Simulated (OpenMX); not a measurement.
System: Pb.

```
Pb
1.0
     3.50778   -3.50778    0.00000
     3.50778    3.50778    0.00000
     0.00000    0.00000    6.87800
Pb
4
Cartesian
  1.7539 1.7539 1.7195
  1.7539 -1.7539 5.1585
  0.0000 0.0000 0.0000
  3.5078 0.0000 3.4390
```

Space group I4₁/amd; a structure from a database of computed crystals, not necessarily the ambient phase.

Computed with Kohn-Sham DFT of a periodic cell, PBE, OpenMX 2013 PBE set in OpenMX 3.8.5.

### What can the converged valence pseudo-density tell about the bonding?

Pb–Pb (3.02 Å): the density is about 0.26 e/Å³ at the midpoint.

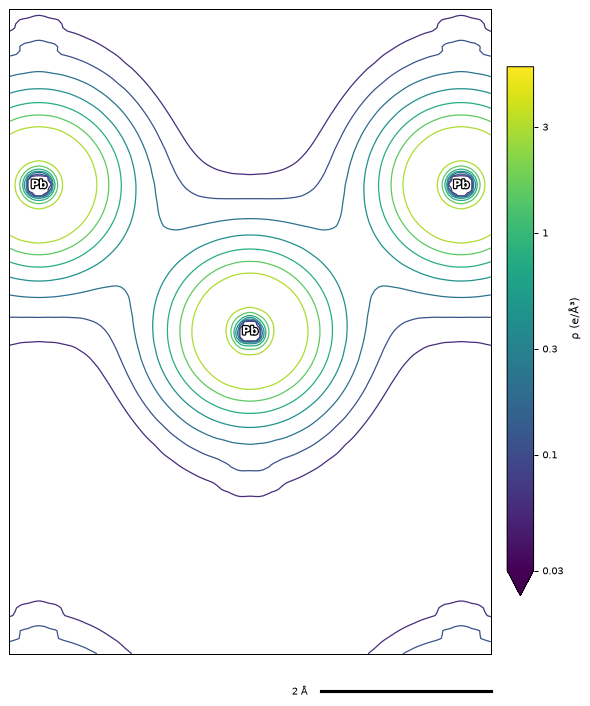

Computed valence pseudo-density on the (010) plane of the conventional cell. 

The density is the valence pseudo-density of a pseudopotential calculation; it isn't the true density close to the nuclei.
